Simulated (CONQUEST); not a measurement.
**GaN: single-point calculation**

- system: GaN (F-43m, 4 atoms in the cell)
- method: Kohn-Sham DFT of a periodic cell, PBE, PseudoDojo NC PBE, no spin polarisation (CONQUEST 1.3)

The structure derives from a Materials Project entry.

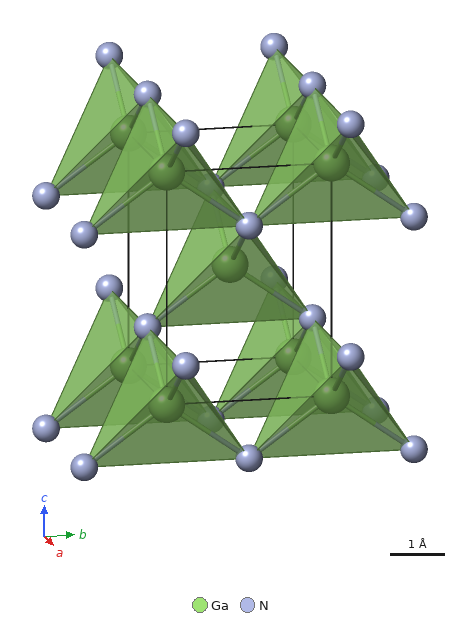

Figure 1. The structure (polyhedral view of the cell of the calculation, seen slightly off an axis; polyhedra are completed across the faces of the cell).

Input file
```
IO.Title GaN
IO.Coordinates coords.dat
IO.FractionalAtomicCoords T
IO.Iprint 2
IO.Iprint_init 1
General.NumberOfSpecies 2
General.PseudopotentialType hamann
AtomMove.TypeOfRun static
AtomMove.FullStress T
Grid.GridCutoff 150
DM.SolutionMethod diagon
Diag.MPMesh T
Diag.GammaCentred T
Diag.MPMeshX 8
Diag.MPMeshY 8
Diag.MPMeshZ 6
Diag.kT 0.00183747
minE.SCTolerance 1e-6
SC.MaxIters 100
IO.AtomChargeOutput T
IO.DumpChargeDensity T
IO.DumpTotPot T
%block ChemicalSpeciesLabel
1 69.720 Ga
2 14.010 N
%endblock
```

Run on 1 thread of AMD EPYC (Zen 5), 16 GiB of memory available, shared host.

Launch command:
```bash
Conquest
```

What the program printed
```
Simulation cell dimensions:     6.0224 a0 x     6.0224 a0 x     8.5170 a0

      Atomic coordinates (a0)
         Atom         X         Y         Z  Species
            1    0.0000    0.0000    0.0000        1
            2    3.0112    3.0112    4.2585        1
            3    0.0000    3.0112    6.3877        2
            4    3.0112    0.0000    2.1292        2

         Monkhorst-Pack mesh:   8 x   8 x   6 gamma-centred
        This calculation includes non-local pseudopotentials,
         with a maximum core radius of      8.05697590

    Job title: GaN
    Job to be run: static calculation

    Ground state search:
      Support functions represented with PAO basis
      1:1 PAO to SF mapping
      Non-spin-polarised electrons
      Solving for the K matrix using diagonalisation
      Using Fermi-Dirac smearing

    Integration grid size:     36 x   36 x   48

    Integration grid spacing:  0.167 a0 x 0.167 a0 x 0.177 a0

    Number of species:  2
    --------------------------------------------------------
    |   #  mass (au)  Charge (e)  SF Rad (a0)  NSF  Label  |
    --------------------------------------------------------
    |   1     69.720      13.000        8.340   18  Ga     |
    |   2     14.010       5.000        5.678   13  N      |
    --------------------------------------------------------
          SCF tolerance:                 0.00000100
          SCF iterations:               100

    The functional used will be GGA PBE96

           radial cut-off to be used is taken to be max PAO cut-off radius for this species:    8.056976

           greatest ang. mom. for making density from PAOs:  2

           radial cut-off to be used is taken to be max PAO cut-off radius for this species:    5.483972

           greatest ang. mom. for making density from PAOs:  2
    Minimum blocs/proc is      972. Maximum blocs/proc is      972
    set_atom_dens: In set_atomic_density, electrons :      36.000000000000
 matrix_size & matrix_size_padH =           62          62

    Screened ion int: energy:    -137.434738621847 Ha

    new_SC_potl: Starting.  Tolerance:  0.10000E-05

    PulayMixSC: Starting Pulay mixing, A_up =  0.500 A_dn =  0.500
    PulayMixSC: Spin non-polarised calculation.
          Harris-Foulkes Energy            :      -173.852566049022670 Ha
          (TS=0 as O(N) or entropic contribution is negligible)
          DFT Total Energy                 :      -173.470838693029179 Ha
          Total number of electrons        :        36.000000000000483
    PulayMixSC: Pulay iteration     1 residual:              0.76947E-02
          Harris-Foulkes Energy            :      -173.741550381025178 Ha
          GroundState Energy (E-(1/2)TS)   :      -173.741550389155691 Ha
          Free Energy (E-TS)               :      -173.741550397286233 Ha
          DFT Total Energy                 :      -173.670445841461486 Ha
          Total number of electrons        :        36.000006717198033
    PulayMixSC: Pulay iteration     2 residual:              0.43496E-02
          Harris-Foulkes Energy            :      -173.716721893462079 Ha
          (TS=0 as O(N) or entropic contribution is negligible)
          DFT Total Energy                 :      -173.716283033563514 Ha
          Total number of electrons        :        36.000006718042940
    PulayMixSC: Pulay iteration     3 residual:              0.10477E-02
          Harris-Foulkes Energy            :      -173.716556314427038 Ha
          (TS=0 as O(N) or entropic contribution is negligible)
          DFT Total Energy                 :      -173.716537591761039 Ha
          Total number of electrons        :        36.000008059270939
    PulayMixSC: Pulay iteration     4 residual:              0.68900E-04
          Harris-Foulkes Energy            :      -173.716543421809320 Ha
          (TS=0 as O(N) or entropic contribution is negligible)
          DFT Total Energy                 :      -173.716543870927552 Ha
          Total number of electrons        :        36.000008073438167
    PulayMixSC: Pulay iteration     5 residual:              0.20260E-04
          Harris-Foulkes Energy            :      -173.716543915475370 Ha
          (TS=0 as O(N) or entropic contribution is negligible)
          DFT Total Energy                 :      -173.716543911952584 Ha
          Total number of electrons        :        36.000008141858544
    PulayMixSC: Pulay iteration     6 residual:              0.43962E-05
          Harris-Foulkes Energy            :      -173.716543914543649 Ha
          (TS=0 as O(N) or entropic contribution is negligible)
          DFT Total Energy                 :      -173.716543914531115 Ha
          Total number of electrons        :        36.000008159279453
    PulayMixSC: Pulay iteration     7 residual:              0.23965E-06
    PulayMixSC: Reached SCF tolerance of  0.23965E-06 after      7 iterations
      | Number of electrons      =        36.000008
      |* band energy as 2Tr[K.H] =       -22.393728140063573 Ha
      |  screened ion-ion energy =      -137.434738621847401 Ha
      |  Ha correction           =         0.303042848610894 Ha
      |  XC correction           =       -14.191113358230952 Ha
      |* Harris-Foulkes energy   =      -173.716543914543649 Ha
      |* DFT total energy        =      -173.716543914531115 Ha
      |  estimated accuracy      =        -0.000000000012534 Ha

    force: Forces on atoms (Ha/a0)
    force:  Atom   X              Y              Z
    force:     1  -0.0000000000   0.0000000000  -0.0000000000
    force:     2   0.0000000000   0.0000000000  -0.0000000000
    force:     3  -0.0000000000   0.0000000000   0.0000000000
    force:     4  -0.0000000000   0.0000000000  -0.0000000000

    force: Maximum force :        0.00000000(Ha/a0) on atom         1 in z direction
    force: Force Residual:        0.00000000 Ha/a0
    force: Total stress:         -8.62128602     0.00000000     0.00000000 GPa
                             0.00000000    -8.62128602     0.00000000
                             0.00000000     0.00000000    -8.73158700
    force: Average pressure:      8.65805301 GPa

    force: Finished force
    get_E_and_F: Change in energy during last step of electronic optimisation:  0.93172E-09

    BIBLIOGRAPHY: Please consider citing the following references in the conquest.bib file

    CONQUEST:         Bowler2002pt, Miyazaki2004, Nakata2020
    Basis:            Bowler2019
    DM:               Bowler:2006xr
    Pseudopotentials: Hamann2013, Bowler2019
    XC functional:    Perdew1996
```

File coords.dat
```
    6.0224269986     0.0000000000     0.0000000000
    0.0000000000     6.0224269986     0.0000000000
    0.0000000000     0.0000000000     8.5169979397
4
  0.0000000000   0.0000000000   0.0000000000 1 T T T
  0.5000000000   0.5000000000   0.5000000000 1 T T T
  0.0000000000   0.5000000000   0.7500000000 2 T T T
  0.5000000000   0.0000000000   0.2500000000 2 T T T
```

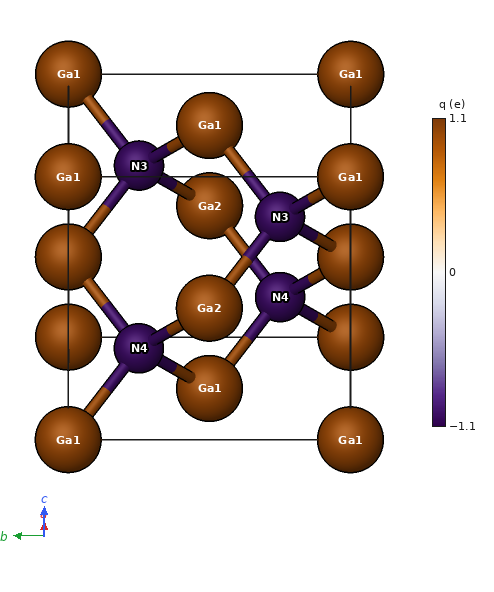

Figure 2. Mulliken charges, as the colour of each atom (ball-and-stick view of the cell 2 times as large as that of the calculation, set on its symmetry axes, seen at an oblique angle; atoms are numbered from 1 in the order of the input). By element: Ga +1.02 and N −1.02 e.

Summary

| quantity | value |
| --- | --- |
| outcome | converged |
| space group (tolerance 0.01 Å) | F-43m (216) |
| electrons treated | 36 |
| free energy | −4727.0680 eV |
| Fermi energy | −5.597 eV |
| gap on the k-point mesh | 1.84 eV |
| pressure | 8.66 GPa |
| largest force (length of the vector) | under 0.001 eV/Å |
| wall time | 88 s |
| peak memory | 0.87 GiB |

The cell is under a pressure of 8.7 GPa at this level, so it is not at its equilibrium volume.
